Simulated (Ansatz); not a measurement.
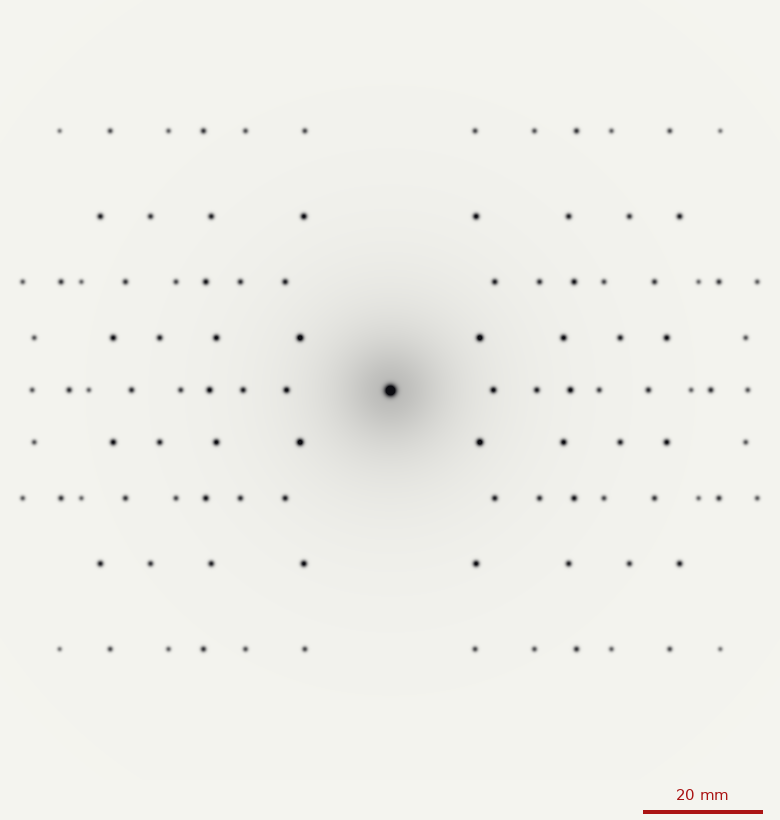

Simulated X-ray rotation photograph: Mo Kα radiation (λ = 0.7107 Å), cylindrical film of radius 57.3 mm unrolled, rotation axis vertical and normal to the beam, kinematic intensities without Lorentz or polarisation factors, the film spanning ±63° about the beam; spots down to d = 0.68 Å.

> What lattice repeat along the rotation axis do the layer lines give?

The first layer line lies 8.8 mm from the equator, so tan ν = 0.154, sin ν = 0.152 and the period is λ/sin ν = 4.68 Å. Further lines follow at 18.3, 29.3, 43.8 mm.

The crystal is Nb, space group Im-3m (No. 229), a = 3.31 Å. Structure: the end point of a relaxation with DFT PBE, scalar-relativistic, plane waves, PAW in Ansatz; the starting structure was generated, so it need not be a known form of this composition.

> About which axis was it rotated?

About [110] (or an equivalent direction), whose length in the conventional cell is 4.681 Å.
